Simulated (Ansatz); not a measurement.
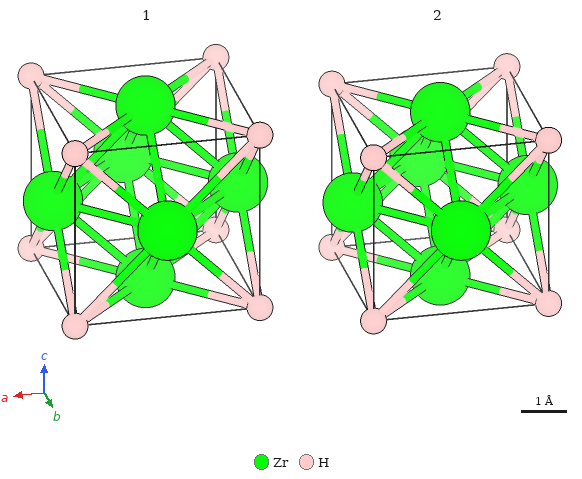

Two geometries of a crystal of Zr3H (a generated structure, set up in Pm-3m) (coarse preliminary run), drawn at one scale. One is the start of a relaxation, the other its converged end. A ball-and-stick model of the cell of the calculation, seen from a free direction.

These are results of Ansatz 0.2.0, DFT PBE, scalar-relativistic, plane waves, PAW, not measurements. Set-up: plane-wave cutoff 420 eV; k-point mesh 4 × 4 × 4; occupations gaussian; smearing width 0.1 eV; no spin polarisation; cell and atoms relaxed; force threshold 0.04 eV/Å; at most 70 steps.

Q: Which of the two is the end point?

A: Structure 1 is the relaxed one. After 2 accepted moves (3 points after the start) the energy has fallen by 0.542 eV per cell of the calculation. All forces vanish by symmetry, so only the cell relaxes. The pressure goes from 16.19 to 0.32 GPa. At 1 point the geometry stayed and the basis and grid were re-selected for the new cell (energy shift of 4.6 meV per cell of the calculation at most each time). The atoms keep their places relative to the cell (all moves are under 0.005 Å). Cell: a = b = c 4.021 → 4.248 Å (+5.6 %). Volume +17.9 %. Among the contacts that change: H–Zr 2.843 → 3.004 Å, Zr–Zr 2.843 → 3.004 Å. The space group stays Pm-3m (No. 221). The run took 9.9 s on 1 thread of Intel(R) Xeon(R) Processor @ 2.50GHz (Skylake/Cascade Lake), on a shared host, peak memory 0.35 GiB.

Limits of the set-up: the k-point mesh is coarse for a cell with partly filled bands.
